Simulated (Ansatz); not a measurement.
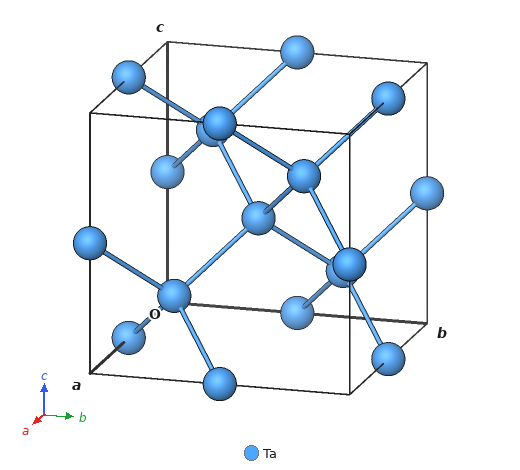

One unit cell is drawn above. Crystal: Ta, coordinates from a relaxation with DFT, RPBE, plane waves (420 eV) with PAW, scalar-relativistic in Ansatz; the starting structure was generated, so it need not be a known form of this composition. Geometry calculated from the standardised cell; symmetry tolerance 0.002 Å.

```cif
data_structure
_symmetry_space_group_name_H-M 'P 1'
_symmetry_Int_Tables_number 1
_cell_length_a 6.1619
_cell_length_b 6.1619
_cell_length_c 6.1619
_cell_angle_alpha 90.000
_cell_angle_beta 90.000
_cell_angle_gamma 90.000
_cell_volume 233.96
loop_
_atom_site_label
_atom_site_type_symbol
_atom_site_fract_x
_atom_site_fract_y
_atom_site_fract_z
_atom_site_occupancy
Ta1 Ta 0.75000 0.75000 0.75000 1
Ta2 Ta 0.00000 0.50000 0.00000 1
Ta3 Ta 0.75000 0.25000 0.25000 1
Ta4 Ta 0.00000 0.00000 0.50000 1
Ta5 Ta 0.25000 0.75000 0.25000 1
Ta6 Ta 0.50000 0.50000 0.50000 1
Ta7 Ta 0.25000 0.25000 0.75000 1
Ta8 Ta 0.50000 0.00000 0.00000 1
```

What is its point group?

m-3m (Oh), order 48, cubic system: three fourfold axes, four threefold axes, six twofold axes, nine mirror planes, an inversion centre.

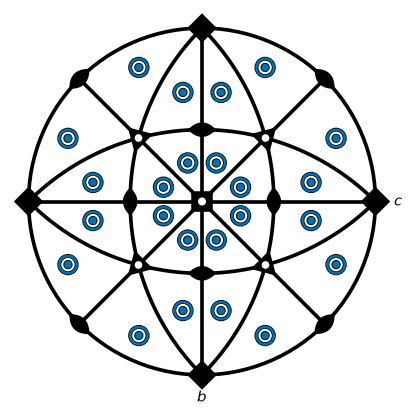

Stereographic projection: filled dots lie in the upper hemisphere, open rings in the lower; heavy lines are mirror planes (a heavy rim: a mirror in the plane of the page); lens, triangle, square and hexagon are 2-, 3-, 4- and 6-fold axes, a lens in an open square is −4, a triangle in an open hexagon −6; thin dashed diameters join the ends of axes that lie in the page; a small open circle marks inversion. The poles are one general form. The a axis points at the viewer.

What does this class allow?

Class m-3m is centrosymmetric, so neither piezoelectric nor pyroelectric; it is not chiral. Its Laue class is m-3m.
